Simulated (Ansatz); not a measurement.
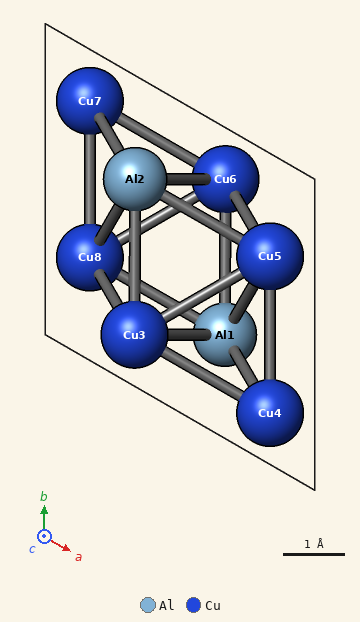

The input geometry (ball-and-stick view of the cell of the calculation, along the c axis; atoms are numbered from 1 in the order of the input). An atom can appear more than once, as a periodic image.

# Geometry relaxation, with input and output: AlCu3 (part 1 of 2)

System: AlCu3 (8 atoms in the cell).
Method: DFT PBEsol, scalar-relativistic, plane waves, PAW, no spin polarisation (Ansatz 0.2.0).

The structure derives from a Materials Project entry. Figures and captions count atoms from 1; the log counts them from 0 in places.

**Input file**
```yaml
crystal:
  lattice:
    - [5.137917364, 0.0, 0.0]
    - [-2.568958682, 4.4495669597, 0.0]
    - [0.0, 0.0, 4.20614006]
  atoms:
    - { symbol: Al, position: [0.66666667, 0.33333333, 0.25] }
    - { symbol: Al, position: [0.33333333, 0.66666667, 0.75] }
    - { symbol: Cu, position: [0.33106471, 0.16553236, 0.75] }
    - { symbol: Cu, position: [0.83446764, 0.16553236, 0.75] }
    - { symbol: Cu, position: [0.83446764, 0.66893529, 0.75] }
    - { symbol: Cu, position: [0.66893529, 0.83446764, 0.25] }
    - { symbol: Cu, position: [0.16553236, 0.83446764, 0.25] }
    - { symbol: Cu, position: [0.16553236, 0.33106471, 0.25] }
basis:
  ecutwfc: 420
kpoints:
  mp_grid: { grid: [12, 12, 8] }
hamiltonian:
  xc: pbesol
scf:
  occupations: { method: gaussian, width: 0.1 }
output:
  forces: true
  stress: true
  eigenvalues: true
  write_density: true
  write_potential: true
  elf: true
  volumetric_format: npy
relax:
  adjacent_minimum: "off"
  f_tol: 0.005
  max_steps: 80
  cell: { stress_tol: 0.05 }
```

Run as:
```bash
ansatz run input.yaml --threads 2 --pin off --max-ram 7168MiB --backend cpu --events-out ev --progress --plain --runs-dir out
```

**Output**
```
Engine: ansatz 0.2.0, x86_64-unknown-linux-gnu
Pseudopotentials: kind: paw
Pseudopotential: Al, paw, valence charge 3, recommended cutoff 420 eV (normal), Al.paw.azcp
Pseudopotential: Cu, paw, valence charge 19, recommended cutoff 420 eV (normal), Cu.paw.azcp
Functional definition: PBEsol
  exchange = pbesol_x
  correlation = pbesol_c
Crystal: 8 atoms, lattice volume = 96.159 Å³
Basis set: ecut = 420 eV, 1881 PW (Γ), exchange–correlation on 72×72×60 points (8 copies of the dense FFT grid, shifted against one another)
Bands: 72, of which v1, the nominal top of the filled ones, is band 60 counted from 1 (59 counted from 0)
Symmetry: 24 space group operations
Space group: P63/mmc (ITA 194), of the structure as read, at distance tolerance 4.6e-5 Å
k-points: 95 of 1152
Non-local potential: Al, projectors of the file, l = 0: 2, l = 1: 2, l = 2: 1
Non-local potential: Cu, projectors of the file, l = 0: 3, l = 1: 2, l = 2: 3, l = 3: 1
PAW form: soft (Blöchl's): semilocal exchange-correlation on the pseudo side does not see the compensation charge
PAW frozen core: Al, regenerated for the run's functional, and the local potential with it (the file was generated under x = pbe(κ = 0.804, μ = 0.2195149727645171), c = pbe(β = 0.06672455060314922))
PAW frozen core: Cu, regenerated for the run's functional, and the local potential with it (the file was generated under x = pbe(κ = 0.804, μ = 0.2195149727645171), c = pbe(β = 0.06672455060314922))
PAW one-centre angular grid: Al, 110 points (default); XC on 64 Gauss nodes
PAW one-centre angular grid: Cu, 590 points (default); XC on 64 Gauss nodes
Initial density: superposition of atomic densities (neutral atoms: chi_scale 0, normalization atom), corrected by the library's trained network
Initial wavefunctions: pseudopotential atomic-orbital guess
Functional: x = pbesol(κ = 0.804, μ = 0.12345679012345678), c = pbesol(β = 0.046)
SCF iter   1: F=—  HF=-40583.364782 eV  |F-HF|=—  |Δ(HF+E_count)|=         —  Δρ=1.52e-2  dr2=1.12e-1  ethr=1.77e-3  ⟨swp⟩=5.2  Hψ=24687  notcnv=0  defer=105
preconditioner: auto → Kerker (q_TF=auto, 2.831 Å⁻¹)  [metal: Δε(μ)=0.007 eV  Ē_g=8.795 eV  σ=0.100 eV  W_gap=0.04  n_scr=32 (ndim 8)  ℏωp=32.1 eV  f_vac=0.000  D(μ)=3.14/eV (n_scr^D=20)]
SCF iter   2: F=—  HF=-40583.339226 eV  |F-HF|=—  |Δ(HF+E_count)|=   2.56e-2  Δρ=1.33e-3  dr2=1.52e-3  ethr=9.30e-5  ⟨swp⟩=2.1  Hψ=11603  notcnv=0  defer=468
SCF iter   3: F=—  HF=-40583.338044 eV  |F-HF|=—  |Δ(HF+E_count)|=   1.18e-3  Δρ=1.64e-3  dr2=1.70e-3  ethr=1.27e-6  ⟨swp⟩=2.0  Hψ=11477  notcnv=0  defer=468
SCF iter   4: F=—  HF=-40583.337527 eV  |F-HF|=—  |Δ(HF+E_count)|=   5.17e-4  Δρ=5.76e-4  dr2=2.77e-4  ethr=1.27e-6  ⟨swp⟩=2.6  Hψ=9815  notcnv=0  defer=468
SCF iter   5: F=—  HF=-40583.337453 eV  |F-HF|=—  |Δ(HF+E_count)|=   7.42e-5  Δρ=1.55e-4  dr2=3.66e-5  ethr=2.31e-7  ⟨swp⟩=2.0  Hψ=9338  notcnv=0  defer=468
SCF iter   6: F=—  HF=-40583.337370 eV  |F-HF|=—  |Δ(HF+E_count)|=   8.28e-5  Δρ=3.32e-5  dr2=2.13e-6  ethr=3.05e-8  ⟨swp⟩=2.0  Hψ=9756  notcnv=0  defer=468
SCF iter   7: F=-40583.337369 eV  HF=-40583.337369 eV  |F-HF|=3.14e-8  |Δ(HF+E_count)|=   1.21e-6  Δρ=5.81e-6  dr2=3.76e-8  ethr=8.33e-11  ⟨swp⟩=10.8  Hψ=50336  notcnv=0
SCF 1 converged in 7 iterations: F = -40583.337369 eV  dr2 = 3.76e-8
  greatest PAW one-centre occupation: 1.000 electrons in one spin orbital (limit 2), on the Cu atom at site 7 (counted from 0), in its partial waves of l = 0
relax step   1: F+E_penalty+E_count = -40583.33736911 eV  Δ(F+E_penalty+E_count) = +0.000e0 eV  max|allowed force component| = 2.236e-2 eV/Å  Δτ_max = 0.0000 Å  P = -0.799 GPa  Ω = 96.159 Å³  (7 SCF iters, dr2 threshold 1.00e-7 eV, accepted)
Crystal: 8 atoms, lattice volume = 95.863 Å³
Initial density: handed on by an earlier stage of this run
Initial wavefunctions: those handed on with the density
iter 1 solved again at ethr=1.16e-6 eV; its pass at ethr=3.10e-3 eV (dr2=1.39e-3 eV) is discarded
SCF iter   1: F=—  HF=-40583.340167 eV  |F-HF|=—  |Δ(HF+E_count)|=         —  Δρ=1.38e-3  dr2=1.30e-3  ethr=1.16e-6  ⟨swp⟩=2.1  Hψ=26206  notcnv=0
preconditioner: auto → Kerker (q_TF=auto, 2.832 Å⁻¹)  [metal: Δε(μ)=0.008 eV  Ē_g=8.857 eV  σ=0.100 eV  W_gap=0.04  n_scr=32 (ndim 8)  ℏωp=32.2 eV  f_vac=0.001  D(μ)=3.14/eV (n_scr^D=20)]
SCF iter   2: F=—  HF=-40583.339966 eV  |F-HF|=—  |Δ(HF+E_count)|=   2.01e-4  Δρ=2.94e-4  dr2=9.56e-5  ethr=1.08e-6  ⟨swp⟩=2.0  Hψ=8912  notcnv=0
SCF iter   3: F=—  HF=-40583.339851 eV  |F-HF|=—  |Δ(HF+E_count)|=   1.15e-4  Δρ=2.45e-4  dr2=6.23e-5  ethr=7.97e-8  ⟨swp⟩=2.0  Hψ=9928  notcnv=0
SCF iter   4: F=—  HF=-40583.339840 eV  |F-HF|=—  |Δ(HF+E_count)|=   1.06e-5  Δρ=5.94e-5  dr2=2.79e-6  ethr=5.19e-8  ⟨swp⟩=2.5  Hψ=9662  notcnv=0
iter 5 did not close the SCF: its close was put off for the readings that it lacked (scf_convergence_deferred on its scf_iter line)
SCF iter   5: F=-40583.339841 eV  HF=-40583.339841 eV  |F-HF|=1.41e-7  |Δ(HF+E_count)|=   1.22e-6  Δρ=1.75e-5  dr2=2.98e-7  ethr=2.32e-9  ⟨swp⟩=2.0  Hψ=10154  notcnv=0
SCF iter   6: F=-40583.339841 eV  HF=-40583.339841 eV  |F-HF|=2.36e-8  |Δ(HF+E_count)|=   2.14e-8  Δρ=3.43e-6  dr2=2.04e-8  ethr=2.49e-10  ⟨swp⟩=5.8  Hψ=41422  notcnv=0
SCF 2 converged in 6 iterations: F = -40583.339841 eV  dr2 = 2.04e-8
relax step   2: F+E_penalty+E_count = -40583.33984147 eV  Δ(F+E_penalty+E_count) = -2.472e-3 eV  max|allowed force component| = 1.556e-2 eV/Å  Δτ_max = 0.0006 Å  P = -0.342 GPa  Ω = 95.863 Å³  energy of the carried Pulay correction = +1.623e-4 eV  (6 SCF iters, dr2 threshold 8.00e-7 eV, accepted)
Crystal: 8 atoms, lattice volume = 95.637 Å³
Basis set: ecut = 420 eV, 1867 PW (Γ), exchange–correlation on 72×72×60 points (8 copies of the dense FFT grid, shifted against one another)
iter 1 solved again at ethr=7.08e-7 eV; its pass at ethr=3.10e-3 eV (dr2=8.50e-4 eV) is discarded
SCF iter   1: F=—  HF=-40583.341123 eV  |F-HF|=—  |Δ(HF+E_count)|=         —  Δρ=1.10e-3  dr2=7.86e-4  ethr=7.08e-7  ⟨swp⟩=2.0  Hψ=26466  notcnv=0
preconditioner: auto → Kerker (q_TF=auto, 2.833 Å⁻¹)  [metal: Δε(μ)=0.007 eV  Ē_g=8.888 eV  σ=0.100 eV  W_gap=0.04  n_scr=32 (ndim 8)  ℏωp=32.2 eV  f_vac=0.001  D(μ)=3.18/eV (n_scr^D=26)]
SCF iter   2: F=—  HF=-40583.340922 eV  |F-HF|=—  |Δ(HF+E_count)|=   2.00e-4  Δρ=3.01e-4  dr2=6.93e-5  ethr=6.55e-7  ⟨swp⟩=2.0  Hψ=8947  notcnv=0
SCF iter   3: F=—  HF=-40583.340894 eV  |F-HF|=—  |Δ(HF+E_count)|=   2.84e-5  Δρ=2.17e-4  dr2=4.05e-5  ethr=5.77e-8  ⟨swp⟩=2.0  Hψ=9966  notcnv=0
SCF iter   4: F=—  HF=-40583.340887 eV  |F-HF|=—  |Δ(HF+E_count)|=   6.83e-6  Δρ=5.11e-5  dr2=1.64e-6  ethr=3.37e-8  ⟨swp⟩=2.6  Hψ=9987  notcnv=0
iter 5 did not close the SCF: its close was put off for the readings that it lacked (scf_convergence_deferred on its scf_iter line)
SCF iter   5: F=-40583.340888 eV  HF=-40583.340888 eV  |F-HF|=2.59e-8  |Δ(HF+E_count)|=   6.37e-7  Δρ=1.10e-5  dr2=8.61e-8  ethr=1.36e-9  ⟨swp⟩=2.0  Hψ=10251  notcnv=0
SCF iter   6: F=-40583.340888 eV  HF=-40583.340888 eV  |F-HF|=7.92e-9  |Δ(HF+E_count)|=   5.24e-8  Δρ=2.79e-6  dr2=9.97e-9  ethr=7.18e-11  ⟨swp⟩=5.2  Hψ=40659  notcnv=0
SCF 3 converged in 6 iterations: F = -40583.340888 eV  dr2 = 9.97e-9
relax step   3: F+E_penalty+E_count = -40583.34088774 eV  Δ(F+E_penalty+E_count) = -1.046e-3 eV  max|allowed force component| = 1.129e-3 eV/Å  Δτ_max = 0.0013 Å  P = +0.019 GPa  Ω = 95.637 Å³  energy of the carried Pulay correction = +2.868e-4 eV  (6 SCF iters, dr2 threshold 8.00e-7 eV, accepted)
Initial wavefunctions: pseudopotential atomic-orbital guess (no wavefunctions were taken with the density)
iter 1 solved again at ethr=2.23e-8 eV; its pass at ethr=3.10e-3 eV (dr2=2.68e-5 eV) is discarded
SCF iter   1: F=—  HF=-40583.340656 eV  |F-HF|=—  |Δ(HF+E_count)|=         —  Δρ=1.43e-5  dr2=3.03e-8  ethr=2.23e-8  ⟨swp⟩=3.0  Hψ=42076  notcnv=0
preconditioner: auto → Kerker (q_TF=auto, 2.833 Å⁻¹)  [metal: Δε(μ)=0.007 eV  Ē_g=8.894 eV  σ=0.100 eV  W_gap=0.04  n_scr=32 (ndim 8)  ℏωp=32.2 eV  f_vac=0.001  D(μ)=3.18/eV (n_scr^D=26)]
SCF iter   2: F=—  HF=-40583.340591 eV  |F-HF|=—  |Δ(HF+E_count)|=   6.51e-5  Δρ=1.05e-5  dr2=5.76e-8  ethr=2.52e-11  ⟨swp⟩=2.1  Hψ=12594  notcnv=0
SCF iter   3: F=—  HF=-40583.340591 eV  |F-HF|=—  |Δ(HF+E_count)|=   1.41e-9  Δρ=3.81e-6  dr2=8.96e-9  ethr=2.52e-11  ⟨swp⟩=2.1  Hψ=10214  notcnv=0
SCF iter   4: F=—  HF=-40583.340591 eV  |F-HF|=—  |Δ(HF+E_count)|=   3.03e-9  Δρ=5.04e-7  dr2=4.50e-10  ethr=7.47e-12  ⟨swp⟩=2.0  Hψ=10201  notcnv=0
SCF iter   5: F=—  HF=-40583.340591 eV  |F-HF|=—  |Δ(HF+E_count)|=  1.46e-10  Δρ=2.63e-7  dr2=1.06e-10  ethr=1.00e-12  ⟨swp⟩=2.7  Hψ=12150  notcnv=0
SCF iter   6: F=-40583.340591 eV  HF=-40583.340591 eV  |F-HF|=0.00e0  |Δ(HF+E_count)|=  2.91e-11  Δρ=8.03e-8  dr2=9.44e-12  ethr=1.00e-12  ⟨swp⟩=5.2  Hψ=28477  notcnv=0
SCF 4 converged in 6 iterations: F = -40583.340591 eV  dr2 = 9.44e-12
  greatest PAW one-centre occupation: 1.000 electrons in one spin orbital (limit 2), on the Cu atom at site 6 (counted from 0), in its partial waves of l = 0
relax step   4: F+E_penalty+E_count = -40583.34059051 eV  Δ(F+E_penalty+E_count) = +2.972e-4 eV  max|allowed force component| = 1.119e-3 eV/Å  Δτ_max = 0.0000 Å  P = +0.020 GPa  Ω = 95.637 Å³  stress off target by 2.19e-2 GPa  SCF on the basis re-selected at this cell (its energy is not comparable with the rows above)  (6 SCF iters)
```

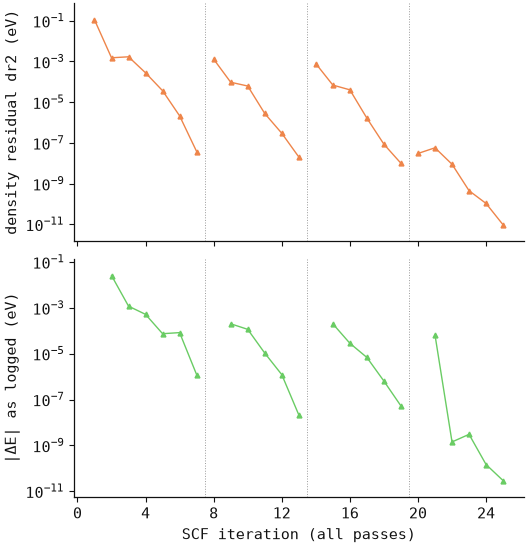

Convergence of the self-consistent field: density residual dr2 and size of the energy change against the SCF iteration. The dotted lines part the SCF passes of the relaxation: geometry steps, rejected trials and re-solves on a re-selected basis. The passes take 7, 6, 6 and 6 iterations.

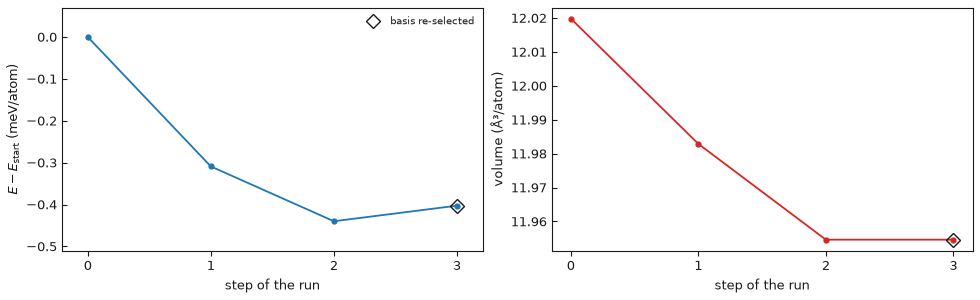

Progress of the relaxation, step by step (the first geometry is step 0 here and step 1 in the log).

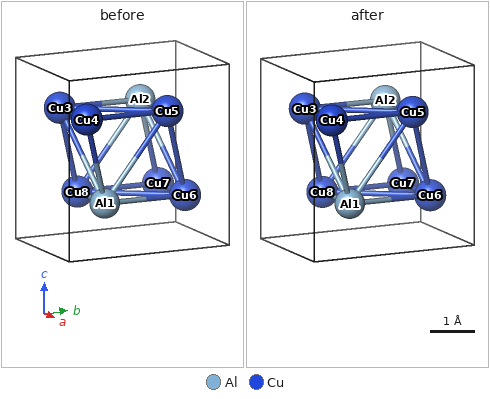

Before (left) and after (right) the relaxation, at one scale (ball-and-stick view of the cell of the calculation, seen slightly off an axis). After 2 geometry steps the energy has fallen by 0.4 meV per atom. The largest force component goes from 0.022 to 0.0011 eV/Å. The pressure goes from −0.80 to 0.02 GPa. No atom moves by more than 0.005 Å relative to the cell. Cell: a = b 5.138 → 5.141 Å (+0.1 %), c 4.206 → 4.179 Å (−0.7 %). Volume −0.5 %. Distances before and after: Cu3–Cu7 2.568 → 2.556 Å, Al1–Cu3 2.579 → 2.570 Å, Cu3–Cu4 2.586 → 2.591 Å. The space group stays P6_3/mmc (No. 194). A last SCF at the same geometry on a re-selected plane-wave basis shifts the energy by +0.0 meV per atom. (Atoms are counted from 1 in the order of the input.)

```
basis re-selected at this cell: Δ(F+E_penalty+E_count) = +2.972e-4 eV, ΔP = +0.002 GPa vs the last step (what re-selecting the basis moved, of the pressure what is left beyond the Pulay correction that the steps carried, after the strain that the cell walked since its last selection, with what the two solves' SCF thresholds leave and, on support functions, any second-order correction that the steps lacked; it is no measure of the basis error at this ecutwfc). This SCF's stress stands 2.19e-2 GPa from its target on what of the cell is left free (relax.cell.stress_tol is 5.00e-2 GPa) and its largest allowed force component is 1.12e-3 eV/Å (relax.f_tol is 5.00e-3 eV/Å): within both
SCF converged after 6 iterations
Free energy (F): -40583.340591 eV
Harris-Foulkes:  -40583.340591 eV  (|F-HF|=0.00e0)
Internal energy: -40583.324681 eV  (E = F + TS)
E sigma→0 (E₀):  -40583.332636 eV
Entropy (-TS):   -0.015909 eV (-1.989 meV/atom)
Fermi energy:    15.461714 eV
```
